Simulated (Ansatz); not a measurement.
# Ga5P6 (slab): what the fields show

Input file:

```
crystal:
  lattice:
    - [3.8455650224, 0.0, 0.0]
    - [0.0, 3.8455650224, 0.0]
    - [0.0, 0.0, 28.5961255242]
  atoms:
    - { symbol: P, position: [0.0, 0.5, 0.2622732927] }
    - { symbol: Ga, position: [0.5, 0.5, 0.3098186342] }
    - { symbol: P, position: [0.5, 0.0, 0.3573639756] }
    - { symbol: Ga, position: [0.0, 0.0, 0.4049093171] }
    - { symbol: P, position: [0.0, 0.5, 0.4524546585] }
    - { symbol: Ga, position: [0.5, 0.5, 0.5] }
    - { symbol: P, position: [0.5, 0.0, 0.5475453415] }
    - { symbol: Ga, position: [0.0, 0.0, 0.5950906829] }
    - { symbol: P, position: [0.0, 0.5, 0.6426360244] }
    - { symbol: Ga, position: [0.5, 0.5, 0.6901813658] }
    - { symbol: P, position: [0.5, 0.0, 0.7377267073] }
basis:
  ecutwfc: 420
kpoints:
  mp_grid: { grid: [7, 7, 1] }
hamiltonian:
  xc: pbesol
scf:
  occupations: { method: gaussian, width: 0.05 }
output:
  forces: true
  eigenvalues: true
  write_density: true
  write_potential: true
  elf: true
  volumetric_format: npy
relax:
  adjacent_minimum: "off"
  f_tol: 0.02
  max_steps: 60
efield:
  axis: 3
  dipole_correction: true
  ramp_width: 0.04
```

Launched as:

```sh
ansatz run input.yaml --threads 1 --pin off --max-ram 2560MiB --backend cpu --events-out ev --progress --plain --runs-dir out
```

The fields are those of the relaxed geometry.

Computed without spin polarisation.

Level of theory: DFT PBEsol, scalar-relativistic, plane waves, PAW (Ansatz).

Core electrons are frozen (PAW), and the valence fields are smoothed inside the atomic spheres.

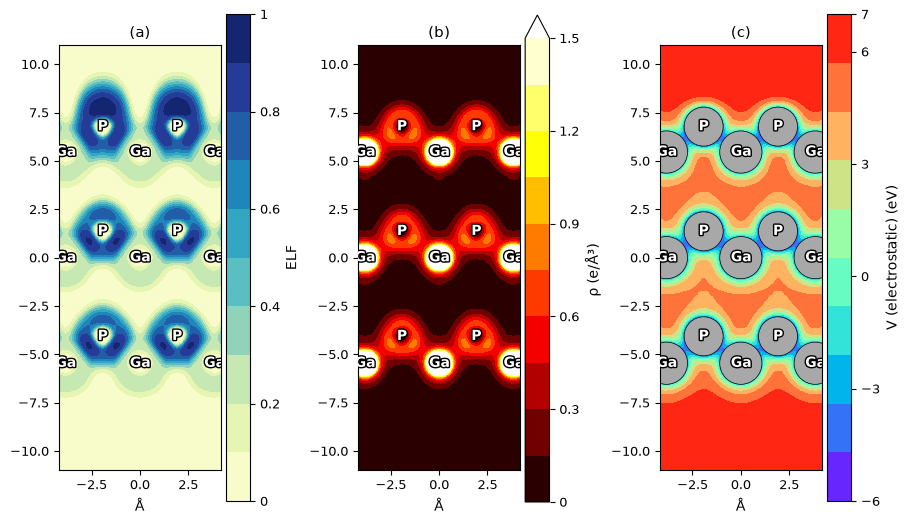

Figure 1. (a) ELF; (b) valence electron density; (c) electrostatic potential (local pseudopotential plus Hartree) felt by an electron on the (100) plane of the calculation cell, a cut from vacuum to vacuum. Grey discs cover the atomic cores in the potential map.

Question: What do the fields say about this system?

Answer: Atoms in the plane: Ga and P. Ga–P (2.36 Å): ρ is about 0.55 e/Å³ halfway; the ELF peaks at about 0.90 in the valence shell of P, 0.9 Å from its nucleus, and is about 0.75 at the midpoint. Ga–P (2.37 Å): ρ at the midpoint is about 0.52 e/Å³; the ELF peaks at about 0.90 in the valence shell of P, 0.9 Å from its nucleus, and is about 0.75 at the midpoint. The density dies away to nearly zero in the vacuum. The ELF also peaks beside P, away from the bonds: lone-pair regions. Outside the cores the potential energy rises away from the atoms and is highest in the vacuum; its zero is arbitrary.

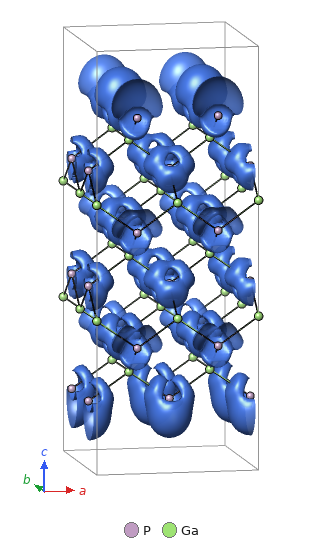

Figure 2. Isosurface of the electron localisation function at 0.75 (blue), seen slightly off an axis. Core shells and regions of very low density are left out. Sticks mark near contacts.

Question: What do the ELF domains correspond to?

Answer: The surface consists of six regions on P in which the atom's valence shell and bonds are merged, counted in one cell of 11 atoms. Counts are for one cell; the picture repeats the cell along the surface. Along the contacts the grid gives the following. Ga–P (2.33 Å): the ELF peaks at about 0.90 in the valence shell of P, 0.9 Å from its nucleus, and is about 0.75 at the midpoint.

Question: Does the calculation make it a metal, or give it a gap?

Answer: It is metallic or semimetallic at this level of theory: no gap opens.
